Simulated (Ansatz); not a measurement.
## Geometry relaxation, with input and output: W (part 1 of 2)

W (slab, 5 atoms in the cell), computed with DFT, LDA, PAW with Ansatz's default frozen-core files, scalar-relativistic, no spin polarisation (Ansatz 0.2.0).

It belongs to a series of runs on one base structure; here: atoms relaxed, PAW files. Figures and captions count atoms from 1; the log counts them from 0 in places.

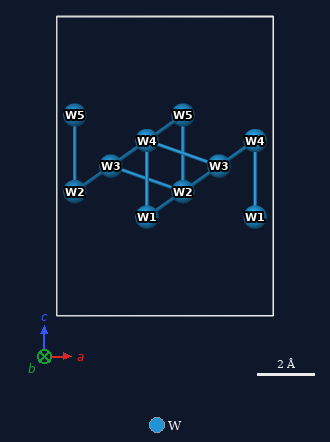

The structure as given in the input (ball-and-stick view of the 2 × 1 repeat of the cell, with the vacuum cut short, along the b axis; atoms are numbered from 1 in the order of the input).

Input file
```yaml
crystal:
  lattice:
    - [4.4333818594, 0.0, 0.0]
    - [-2.2166909297, 3.8394213149, 0.0]
    - [0.0, 0.0, 19.6198]
  atoms:
    - { symbol: W, position: [0.833333333, 0.166666667, 0.4077503051] }
    - { symbol: W, position: [0.166666667, 0.833333333, 0.4538751524] }
    - { symbol: W, position: [0.5, 0.5, 0.5] }
    - { symbol: W, position: [0.833333333, 0.166666667, 0.5461248476] }
    - { symbol: W, position: [0.166666667, 0.833333333, 0.5922496949] }
kpoints:
  mp_grid: { grid: [11, 11, 1] }
scf:
  occupations: { method: fermi_dirac, width: 0.1 }
hamiltonian:
  xc: lda
  pseudopotentials: { kind: paw }
output:
  forces: true
  stress: true
  eigenvalues: true
relax:
  f_tol: 0.01
  max_steps: 40
efield:
  axis: 3
  amplitude: 0
  dipole_correction: true
```

Machine: 2 threads of Intel Xeon (Granite Rapids), 64 GiB of memory available, shared host.

Command:
```bash
ansatz run input.yaml --threads 2 --pin off --max-ram 4096MiB --backend cpu --events-out ev --progress --plain --runs-dir out
```

The program's output
```
Warning: output.stress: scf.convergence.dr2_threshold = 1e-7 eV (the SCF's general default) is looser than the 5e-10 eV advised for a printed stress (1e-10 eV for each atom of the cell: 5). What an SCF threshold leaves in a stress goes as its square root, and in the free energy as the threshold itself, and one threshold admits the most on a small cell: of the crystals measured, under no hybrid functional and no lock of the moments, on runs that ended without the residual-converged pass, on stresses that held no estimate of that error, the worst erred by over 100 MPa in a component at 1e-7 eV an atom and by under 5 at 1e-10. Every solve of this run answers to scf.convergence.dr2_threshold, and the tensor of one is reported: a single SCF on the reported geometry and on this run's grids (its basis.xc_grid and basis.ecutrho_ratio typed), with scf.convergence.dr2_threshold at 5e-10 eV or tighter, prints it and tightens no other solve. Else set scf.convergence.dr2_threshold to 5e-10 eV or tighter. The threshold is an SCF's pass mark: one that does not reach it within its budget of iterations ends unconverged, or closes short of it on a stop that the run arms, and scf.convergence.dr2_threshold's page says what that costs each kind of run
Engine: ansatz 0.2.0, x86_64-unknown-linux-gnu
Pseudopotentials: kind: paw
Pseudopotential: W, paw, valence charge 14, recommended cutoff 420 eV (normal), W.paw.azcp
Functional definition: SPW92
  exchange = slater_x
  correlation = pw_c
Crystal: 5 atoms, lattice volume = 333.961 Å³
Basis set: ecut = 420 eV, 6575 PW (Γ)
Bands: 42, of which v1, the nominal top of the filled ones, is band 35 counted from 1 (34 counted from 0)
Symmetry: 6 space group operations
k-points: 16 of 121 (time reversal used)
Non-local potential: W, projectors of the file, l = 0: 3, l = 1: 2, l = 2: 2, l = 3: 1
PAW form: soft (Blöchl's): semilocal exchange-correlation on the pseudo side does not see the compensation charge
PAW frozen core: W, regenerated for the run's functional, and the local potential with it (the file was generated under x = pbe(κ = 0.804, μ = 0.2195149727645171), c = pbe(β = 0.06672455060314922))
PAW one-centre angular grid: W, 590 points (default); XC on 64 Gauss nodes
Initial density: superposition of atomic densities (neutral atoms: chi_scale 0, normalization atom), corrected by the library's trained network
Initial wavefunctions: pseudopotential atomic-orbital guess
Functional: x = slater, c = lda
SCF iter   1: F=—  HF=-50639.835252 eV  |F-HF|=—  |Δ(HF+E_count)|=         —  Δρ=4.13e-3  dr2=1.66e-1  ethr=1.77e-3  p=0.000 e·Å  D=8.15e-14 V/Å  ΔV_dip=-0.00 eV  dr2_dipole=1.24e-10  V_vac-E_F(+/−)=4.73/4.73 eV  ⟨swp⟩=8.9  Hψ=3240  notcnv=0
efield: sawtooth ramp at fractional position 0.9500 (placed from the atoms, in the widest stretch of the axis that holds none; the zero of the levels goes with the place), width 0.1000; the density the first Hamiltonian is built on has a dipole p = 0.000 e·Å; the dipole correction subtracts the counter field D = 8.15e-14 V/Å, which shifts the + side's vacuum level by -0.00 eV against the − side's; the planar-averaged density in the ramp window peaks in size at 9.0e-5 e/Å³
preconditioner: auto → LDOS  [metal: Δε(μ)=0.117 eV  Ē_g=3.795 eV  σ=0.100 eV  W_gap=0.28  n_scr=66 (ndim 8)  ℏωp=11.1 eV  f_vac=0.631  D(μ)=5.22/eV (n_scr^D=28)  β→1.0]
SCF iter   2: F=—  HF=-50639.845828 eV  |F-HF|=—  |Δ(HF+E_count)|=   1.06e-2  Δρ=4.39e-3  dr2=2.21e-1  ethr=2.37e-4  p=0.000 e·Å  D=8.64e-8 V/Å  ΔV_dip=-0.00 eV  dr2_dipole=3.75e-12  V_vac-E_F(+/−)=4.27/4.27 eV  ⟨swp⟩=3.1  Hψ=1363  notcnv=0
SCF iter   3: F=—  HF=-50639.818779 eV  |F-HF|=—  |Δ(HF+E_count)|=   2.70e-2  Δρ=1.08e-3  dr2=1.34e-2  ethr=2.37e-4  p=0.000 e·Å  D=3.97e-7 V/Å  ΔV_dip=-0.00 eV  dr2_dipole=9.87e-11  V_vac-E_F(+/−)=4.34/4.34 eV  ⟨swp⟩=2.0  Hψ=1024  notcnv=0
SCF iter   4: F=—  HF=-50639.818031 eV  |F-HF|=—  |Δ(HF+E_count)|=   7.48e-4  Δρ=4.10e-4  dr2=1.28e-3  ethr=1.91e-5  p=0.000 e·Å  D=5.56e-7 V/Å  ΔV_dip=-0.00 eV  dr2_dipole=7.45e-11  V_vac-E_F(+/−)=4.27/4.27 eV  ⟨swp⟩=2.0  Hψ=895  notcnv=0
SCF iter   5: F=—  HF=-50639.818162 eV  |F-HF|=—  |Δ(HF+E_count)|=   1.31e-4  Δρ=9.53e-5  dr2=7.04e-5  ethr=1.83e-6  p=0.000 e·Å  D=2.82e-7 V/Å  ΔV_dip=-0.00 eV  dr2_dipole=4.39e-12  V_vac-E_F(+/−)=4.23/4.23 eV  ⟨swp⟩=2.4  Hψ=945  notcnv=0
SCF iter   6: F=—  HF=-50639.818172 eV  |F-HF|=—  |Δ(HF+E_count)|=   9.90e-6  Δρ=4.48e-5  dr2=1.69e-5  ethr=1.01e-7  p=0.000 e·Å  D=2.89e-8 V/Å  ΔV_dip=-0.00 eV  dr2_dipole=8.59e-15  V_vac-E_F(+/−)=4.22/4.22 eV  ⟨swp⟩=2.1  Hψ=979  notcnv=0
SCF iter   7: F=-50639.818172 eV  HF=-50639.818172 eV  |F-HF|=8.00e-8  |Δ(HF+E_count)|=   7.56e-7  Δρ=1.22e-5  dr2=9.63e-7  ethr=3.57e-9  p=-0.000 e·Å  D=-5.80e-8 V/Å  ΔV_dip=0.00 eV  dr2_dipole=1.76e-13  V_vac-E_F(+/−)=4.22/4.22 eV  ⟨swp⟩=8.4  Hψ=3511  notcnv=0
SCF 1 converged in 7 iterations: F = -50639.818172 eV  dr2 = 9.63e-7
  greatest PAW one-centre occupation: 1.000 electrons in one spin orbital (limit 2), on the W atom at site 2 (counted from 0), in its partial waves of l = 0
relax step   1: F+E_penalty+E_count = -50639.81817237 eV  Δ(F+E_penalty+E_count) = +0.000e0 eV  max|allowed force component| = 3.398e0 eV/Å  Δτ_max = 0.0000 Å  (7 SCF iters, dr2 threshold 2.50e-6 eV, accepted)
Initial density: handed on by an earlier stage of this run
Initial wavefunctions: those handed on with the density
iter 1 solved again at ethr=2.41e-3 eV; its pass at ethr=3.10e-3 eV (dr2=1.69e0 eV) is discarded
SCF iter   1: F=—  HF=-50641.094861 eV  |F-HF|=—  |Δ(HF+E_count)|=         —  Δρ=1.55e-2  dr2=1.73e0  ethr=2.41e-3  p=-0.000 e·Å  D=-5.80e-8 V/Å  ΔV_dip=0.00 eV  dr2_dipole=1.52e-11  V_vac-E_F(+/−)=4.22/4.22 eV  ⟨swp⟩=1.2  Hψ=2987  notcnv=0
efield: sawtooth ramp at fractional position 0.9500 (handed on by an earlier solve), width 0.1000; the density the first Hamiltonian is built on has a dipole p = -0.000 e·Å; the dipole correction subtracts the counter field D = -5.80e-8 V/Å, which shifts the + side's vacuum level by +0.00 eV against the − side's; the planar-averaged density in the ramp window peaks in size at 8.6e-7 e/Å³
preconditioner: auto → LDOS  [metal: Δε(μ)=0.131 eV  Ē_g=4.211 eV  σ=0.100 eV  W_gap=0.30  n_scr=66 (ndim 8)  ℏωp=11.1 eV  f_vac=0.650  D(μ)=3.96/eV (n_scr^D=8)  β→1.0]
SCF iter   2: F=—  HF=-50641.349485 eV  |F-HF|=—  |Δ(HF+E_count)|=   2.55e-1  Δρ=1.64e-2  dr2=3.59e0  ethr=2.41e-3  p=0.000 e·Å  D=2.81e-7 V/Å  ΔV_dip=-0.00 eV  dr2_dipole=1.16e-11  V_vac-E_F(+/−)=3.98/3.98 eV  ⟨swp⟩=4.0  Hψ=1576  notcnv=0
SCF iter   3: F=—  HF=-50640.858242 eV  |F-HF|=—  |Δ(HF+E_count)|=   4.91e-1  Δρ=2.73e-3  dr2=9.62e-2  ethr=2.41e-3  p=0.000 e·Å  D=2.23e-7 V/Å  ΔV_dip=-0.00 eV  dr2_dipole=5.81e-13  V_vac-E_F(+/−)=4.11/4.11 eV  ⟨swp⟩=2.3  Hψ=1180  notcnv=0
SCF iter   4: F=—  HF=-50640.845959 eV  |F-HF|=—  |Δ(HF+E_count)|=   1.23e-2  Δρ=8.09e-4  dr2=4.37e-3  ethr=1.37e-4  p=-0.000 e·Å  D=-4.13e-8 V/Å  ΔV_dip=0.00 eV  dr2_dipole=3.01e-12  V_vac-E_F(+/−)=4.17/4.17 eV  ⟨swp⟩=2.3  Hψ=1129  notcnv=0
SCF iter   5: F=—  HF=-50640.845735 eV  |F-HF|=—  |Δ(HF+E_count)|=   2.24e-4  Δρ=2.24e-4  dr2=5.26e-4  ethr=6.25e-6  p=-0.000 e·Å  D=-3.70e-8 V/Å  ΔV_dip=0.00 eV  dr2_dipole=6.03e-11  V_vac-E_F(+/−)=4.17/4.17 eV  ⟨swp⟩=2.6  Hψ=1076  notcnv=0
SCF iter   6: F=-50640.845734 eV  HF=-50640.845757 eV  |F-HF|=2.30e-5  |Δ(HF+E_count)|=   2.18e-5  Δρ=9.31e-5  dr2=4.79e-5  ethr=1.43e-7  p=-0.000 e·Å  D=-1.54e-7 V/Å  ΔV_dip=0.00 eV  dr2_dipole=3.70e-11  V_vac-E_F(+/−)=4.19/4.19 eV  ⟨swp⟩=10.4  Hψ=3880  notcnv=0
SCF 2 converged in 6 iterations: F = -50640.845734 eV  dr2 = 4.79e-5
relax step   2: F+E_penalty+E_count = -50640.84573376 eV  Δ(F+E_penalty+E_count) = -1.028e0 eV  max|allowed force component| = 1.116e0 eV/Å  Δτ_max = 0.1966 Å  (6 SCF iters, dr2 threshold 1.00e-4 eV, accepted)
iter 1 solved again at ethr=3.15e-4 eV; its pass at ethr=3.10e-3 eV (dr2=2.21e-1 eV) is discarded
SCF iter   1: F=—  HF=-50640.945446 eV  |F-HF|=—  |Δ(HF+E_count)|=         —  Δρ=5.93e-3  dr2=2.24e-1  ethr=3.15e-4  p=-0.000 e·Å  D=-1.54e-7 V/Å  ΔV_dip=0.00 eV  dr2_dipole=1.72e-11  V_vac-E_F(+/−)=4.20/4.20 eV  ⟨swp⟩=2.0  Hψ=2394  notcnv=0
efield: sawtooth ramp at fractional position 0.9500 (handed on by an earlier solve), width 0.1000; the density the first Hamiltonian is built on has a dipole p = -0.000 e·Å; the dipole correction subtracts the counter field D = -1.54e-7 V/Å, which shifts the + side's vacuum level by +0.00 eV against the − side's; the planar-averaged density in the ramp window peaks in size at 3.0e-6 e/Å³
preconditioner: auto → LDOS  [metal: Δε(μ)=0.203 eV  Ē_g=4.279 eV  σ=0.100 eV  W_gap=0.47  n_scr=66 (ndim 8)  ℏωp=11.1 eV  f_vac=0.652  D(μ)=3.26/eV (n_scr^D=8)  β→1.0]
SCF iter   2: F=—  HF=-50640.988966 eV  |F-HF|=—  |Δ(HF+E_count)|=   4.35e-2  Δρ=6.66e-3  dr2=5.67e-1  ethr=3.15e-4  p=-0.000 e·Å  D=-1.47e-7 V/Å  ΔV_dip=0.00 eV  dr2_dipole=1.15e-10  V_vac-E_F(+/−)=4.10/4.10 eV  ⟨swp⟩=3.3  Hψ=1486  notcnv=0  recentre
SCF iter   3: F=—  HF=-50640.910603 eV  |F-HF|=—  |Δ(HF+E_count)|=   7.84e-2  Δρ=1.89e-3  dr2=2.15e-2  ethr=3.15e-4  p=-0.000 e·Å  D=-2.12e-7 V/Å  ΔV_dip=0.00 eV  dr2_dipole=7.10e-12  V_vac-E_F(+/−)=4.17/4.17 eV  ⟨swp⟩=2.0  Hψ=1167  notcnv=0
SCF iter   4: F=—  HF=-50640.908595 eV  |F-HF|=—  |Δ(HF+E_count)|=   2.01e-3  Δρ=3.63e-4  dr2=7.67e-4  ethr=3.07e-5  p=0.000 e·Å  D=8.80e-8 V/Å  ΔV_dip=-0.00 eV  dr2_dipole=2.32e-12  V_vac-E_F(+/−)=4.17/4.17 eV  ⟨swp⟩=2.0  Hψ=910  notcnv=0
SCF iter   5: F=—  HF=-50640.908501 eV  |F-HF|=—  |Δ(HF+E_count)|=   9.45e-5  Δρ=1.18e-4  dr2=4.42e-5  ethr=1.11e-7  p=0.000 e·Å  D=8.41e-8 V/Å  ΔV_dip=-0.00 eV  dr2_dipole=4.15e-12  V_vac-E_F(+/−)=4.17/4.17 eV  ⟨swp⟩=8.7  Hψ=4056  notcnv=0
SCF iter   6: F=-50640.908507 eV  HF=-50640.908520 eV  |F-HF|=1.25e-5  |Δ(HF+E_count)|=   1.88e-5  Δρ=5.64e-5  dr2=1.61e-5  ethr=6.31e-8  p=-0.000 e·Å  D=-2.92e-8 V/Å  ΔV_dip=0.00 eV  dr2_dipole=1.96e-11  V_vac-E_F(+/−)=4.18/4.18 eV  ⟨swp⟩=8.4  Hψ=3041  notcnv=0
SCF 3 converged in 6 iterations: F = -50640.908507 eV  dr2 = 1.61e-5
relax step   3: F+E_penalty+E_count = -50640.90850700 eV  Δ(F+E_penalty+E_count) = -6.277e-2 eV  max|allowed force component| = 3.627e-1 eV/Å  Δτ_max = 0.0694 Å  (6 SCF iters, dr2 threshold 7.78e-5 eV, accepted)
SCF iter   1: F=—  HF=-50640.917706 eV  |F-HF|=—  |Δ(HF+E_count)|=         —  Δρ=1.33e-3  dr2=1.36e-2  ethr=1.58e-4  p=-0.000 e·Å  D=-2.92e-8 V/Å  ΔV_dip=0.00 eV  dr2_dipole=2.95e-11  V_vac-E_F(+/−)=4.18/4.18 eV  ⟨swp⟩=2.0  Hψ=1275  notcnv=0
efield: sawtooth ramp at fractional position 0.9500 (handed on by an earlier solve), width 0.1000; the density the first Hamiltonian is built on has a dipole p = -0.000 e·Å; the dipole correction subtracts the counter field D = -2.92e-8 V/Å, which shifts the + side's vacuum level by +0.00 eV against the − side's; the planar-averaged density in the ramp window peaks in size at 2.8e-6 e/Å³
preconditioner: auto → LDOS  [insulator: Δε(μ)=0.230 eV  Ē_g=4.203 eV  σ=0.100 eV  W_gap=0.52  n_scr=66 (ndim 8)  ℏωp=11.1 eV  f_vac=0.650  D(μ)=3.14/eV (n_scr^D=8)  ε∞_Penn≈8.0  β→1.0]
SCF iter   2: F=—  HF=-50640.920397 eV  |F-HF|=—  |Δ(HF+E_count)|=   2.69e-3  Δρ=1.54e-3  dr2=3.28e-2  ethr=1.94e-5  p=-0.000 e·Å  D=-6.14e-9 V/Å  ΔV_dip=0.00 eV  dr2_dipole=6.08e-11  V_vac-E_F(+/−)=4.21/4.21 eV  ⟨swp⟩=3.9  Hψ=1705  notcnv=0  recentre
SCF iter   3: F=—  HF=-50640.915919 eV  |F-HF|=—  |Δ(HF+E_count)|=   4.48e-3  Δρ=4.19e-4  dr2=1.27e-3  ethr=1.94e-5  p=-0.000 e·Å  D=-2.49e-8 V/Å  ΔV_dip=0.00 eV  dr2_dipole=1.28e-12  V_vac-E_F(+/−)=4.19/4.19 eV  ⟨swp⟩=2.0  Hψ=999  notcnv=0
SCF iter   4: F=—  HF=-50640.915753 eV  |F-HF|=—  |Δ(HF+E_count)|=   1.66e-4  Δρ=1.11e-4  dr2=7.25e-5  ethr=1.81e-6  p=-0.000 e·Å  D=-6.06e-8 V/Å  ΔV_dip=0.00 eV  dr2_dipole=5.88e-14  V_vac-E_F(+/−)=4.19/4.19 eV  ⟨swp⟩=2.0  Hψ=952  notcnv=0
SCF iter   5: F=-50640.915742 eV  HF=-50640.915742 eV  |F-HF|=7.04e-8  |Δ(HF+E_count)|=   1.10e-5  Δρ=2.45e-5  dr2=2.83e-6  ethr=1.99e-8  p=-0.000 e·Å  D=-6.92e-8 V/Å  ΔV_dip=0.00 eV  dr2_dipole=1.21e-13  V_vac-E_F(+/−)=4.19/4.19 eV  ⟨swp⟩=10.5  Hψ=3541  notcnv=0
SCF 4 converged in 5 iterations: F = -50640.915742 eV  dr2 = 2.83e-6
relax step   4: F+E_penalty+E_count = -50640.91574216 eV  Δ(F+E_penalty+E_count) = -7.235e-3 eV  max|allowed force component| = 3.722e-2 eV/Å  Δτ_max = 0.0124 Å  (5 SCF iters, dr2 threshold 1.39e-5 eV, accepted)
```
